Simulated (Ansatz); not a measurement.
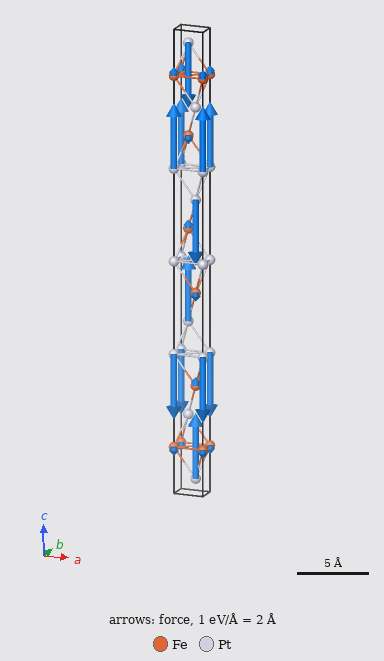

Starting geometry of solid Fe2Pt3 (a generated structure, set up in R-3m) (coarse preliminary run) with the computed forces as blue arrows. A ball-and-stick model of the conventional cell (3 times the calculation's cell), seen slightly off an axis. Lengths and directions refer to the drawn axes.

These are results of DFT PBE, scalar-relativistic, plane waves, PAW in Ansatz, not measurements.

Input file:
```yaml
crystal:
  lattice:
    - [1.35882911, 0.78452035, 11.09479325]
    - [-1.35882911, 0.78452035, 11.09479325]
    - [0.0, -1.56904071, 11.09479325]
  atoms:
    - { symbol: Fe, position: [0.9, 0.9, 0.9], spin: 4.0 }
    - { symbol: Fe, position: [0.1, 0.1, 0.1], spin: 4.0 }
    - { symbol: Pt, position: [0.3, 0.3, 0.3] }
    - { symbol: Pt, position: [0.5, 0.5, 0.5] }
    - { symbol: Pt, position: [0.7, 0.7, 0.7] }
basis:
  ecutwfc: 420
kpoints:
  mp_grid: { grid: [6, 6, 6] }
hamiltonian:
  xc: pbe
scf:
  occupations: { method: gaussian, width: 0.1 }
  lower_state_search: "off"
output:
  forces: true
  stress: true
  eigenvalues: true
  populations: true
magnetization:
  spin_polarized: true
relax:
  adjacent_minimum: "off"
  f_tol: 0.04
  max_steps: 70
  cell: { stress_tol: 0.4 }
```

Command:
```bash
ansatz run input.yaml --threads 4 --pin off --max-ram 8192MiB --backend cpu --events-out ev --progress --plain --runs-dir out
```

> What follows when this structure is relaxed?

It isn't relaxed: the largest force vector, on Pt atoms, is 2.35 eV/Å. The atoms end up moving mostly along the starting forces (cosine between the two patterns 0.95). Over 4 accepted moves (5 points after the start) the energy falls by 55.5 meV per atom. The largest force component goes from 2.4 to 0.0095 eV/Å. The pressure goes from 5.04 to −0.17 GPa. The SCF was repeated once at an unchanged geometry on a basis and grid sized afresh for the cell, which shifted the energy by 0.1 meV per atom at most. The largest moves relative to the cell, 0.13 Å, are those of Pt3 and Pt5. Pt3 goes along −c. By element the largest moves are Pt 0.13 Å, Fe 0.03 Å. Cell: a = b 2.718 → 2.736 Å (+0.7 %), c 33.284 → 33.421 Å (+0.4 %). Volume +1.8 %. Some distances before and after: Pt3–Pt5 2.718 → 2.952 Å, Fe1–Pt3 2.718 → 2.645 Å, Pt3–Pt3 2.718 → 2.736 Å, Fe1–Fe1 2.718 → 2.736 Å. The space group stays R-3m (No. 166). Cost: 56 s on 4 threads of Arm Neoverse N1, with other jobs on the host, peak memory 0.55 GiB.
